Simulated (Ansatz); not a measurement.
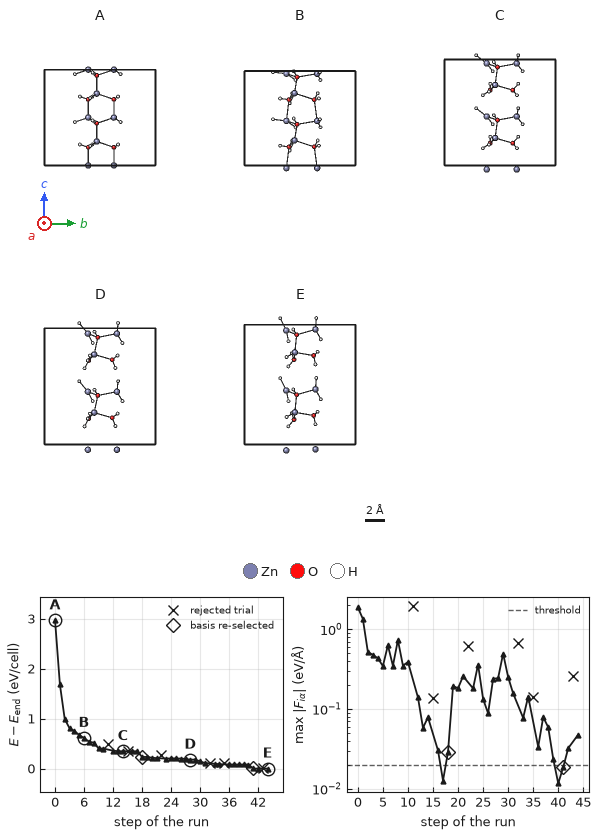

Frames of a relaxation of a wire of composition Zn3H10O3, marked on the history of the run. The picture is a ball-and-stick view of the 2 repeat of the cell, with the vacuum cut short, seen along the a axis.

Case: wire along [0 0 1], 6 atoms a period, capped with H.

Method: Ansatz 0.2.0, DFT PBE, scalar-relativistic, plane waves, PAW. Set-up: plane-wave cutoff 420 eV; k-point mesh 1 × 1 × 6; occupations gaussian; smearing width 0.05 eV; no spin polarisation; cell relaxed at fixed a, b, alpha, beta, gamma; force threshold 0.02 eV/Å; at most 45 steps.

Describe the path.

Answer. The relaxation stopped without meeting its thresholds, so the last structure isn't shown to be converged. After 36 accepted moves (44 points after the start) the energy has fallen by 2.966 eV per cell of the calculation. The largest force component goes from 1.9 to 0.048 eV/Å. The line search rejected the trial steps at points 11, 15, 22, 32, 35, 43 of the run. At 2 points the geometry stayed and the basis and grid were re-selected for the new cell (energy shift of 0.115 eV per cell of the calculation at most each time). The atom that moves furthest relative to the centre of the atoms is an H atom (1.59 Å). Largest moves by element: H 1.59 Å, O 0.87 Å, Zn 0.77 Å. Along the periodic axis the drawn cell goes c 10.587 → 13.243 Å (+25.1 %). Near-neighbour distances that change, for instance: O–Zn 2.007 → 3.847 Å, O–Zn 2.007 → 3.552 Å, O–Zn 1.999 → 2.167 Å, O–Zn 1.999 → 2.107 Å. Bonds break, among them: O–Zn (2.01 → 3.55 Å), O–Zn (2.01 → 3.85 Å). Bond angles that change, for instance: H–Zn–H 110.3° → 153.7°, H–Zn–H 110.3° → 150.7°, O–Zn–O 110.3° → 90.6°. The run took 7.1 min on 4 threads of Arm Neoverse V1, on a shared host, peak memory 1.5 GiB. From step 0 to 6: Zn and H atoms move most (0.52 Å), energy −2.352 eV per cell of the calculation. From step 6 to 14: H atoms move most (0.70 Å), energy −0.265 eV per cell of the calculation. From step 14 to 28: an O atom moves most (0.49 Å), energy −0.171 eV per cell of the calculation. From step 28 to 44: an O atom moves most (0.63 Å), energy −0.177 eV per cell of the calculation.

```csv
step,"E − E(0), meV/atom","largest force component, eV/Å",note
0,0.00,1.8865,
1,-79.99,1.3507,
2,-123.38,0.5198,
3,-134.90,0.4786,
4,-138.21,0.4329,
5,-143.45,0.3457,
6,-147.02,0.6299,
7,-151.57,0.3486,
8,-152.90,0.7313,
9,-160.09,0.3506,
10,-160.32,0.3886,
12,-162.90,0.1398,
14,-163.59,0.0786,
15,-163.44,0.1390,rejected
17,-163.63,0.0127,
19,-170.76,0.1947,
21,-172.23,0.2577,
23,-172.84,0.1816,
24,-172.53,0.3610,
26,-172.86,0.0883,
28,-174.27,0.2447,
30,-176.43,0.2514,
31,-178.31,0.1568,
33,-179.32,0.0774,
35,-178.85,0.1420,rejected
37,-180.16,0.0793,
39,-180.18,0.0237,
40,-180.21,0.0117,
42,-185.37,0.0323,
44,-185.35,0.0479,
```
